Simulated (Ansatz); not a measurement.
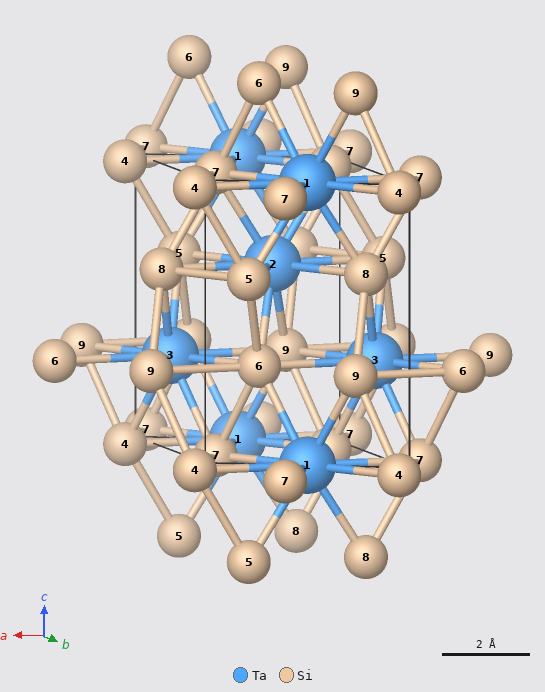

Reference structure: a crystal of TaSi$_{2}$ (set up in P6_422). Style: ball-and-stick. Shown: the cell of the calculation, from a free direction.

Theory: DFT PBE, scalar-relativistic, plane waves, PAW in Ansatz 0.2.0. Settings: plane-wave cutoff 420 eV; k-point mesh 9 × 9 × 6; occupations gaussian; smearing width 0.1 eV; no spin polarisation.

Now this is done to it. The crystal is put under a hydrostatic pressure of 20 GPa. Cell and atoms are relaxed at that pressure.

### Predict the response.

It costs 72.8 meV per atom. Pressure: 0.0 GPa before, 20.0 GPa after. Both are metals. The drawn cell changes as follows: a = b 4.805 → 4.648 Å (−3.3 %), c 6.599 → 6.444 Å (−2.3 %); the volume changes by −8.6 %. The atoms keep their places relative to the cell (all moves are under 0.005 Å). Some distances before and after: Si–Ta 2.839 → 2.744 Å, Si–Ta 2.742 → 2.654 Å, Si–Si 2.645 → 2.563 Å, Si–Ta 2.618 → 2.549 Å. The space group stays P6_422 (No. 181).

Drawn alike, the variant:

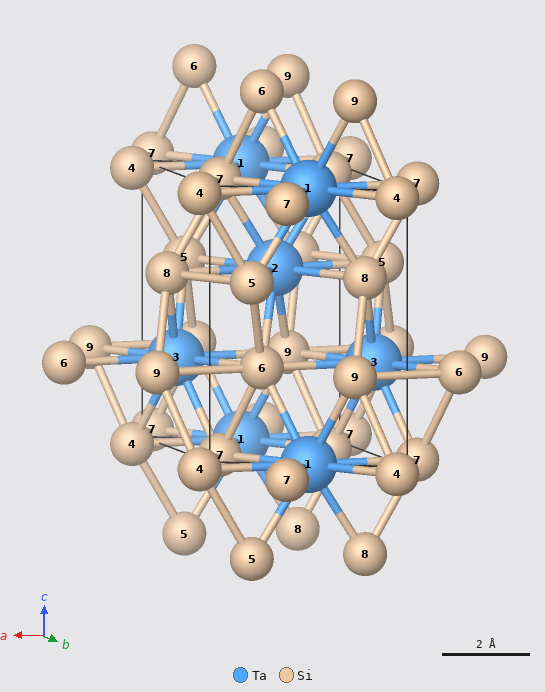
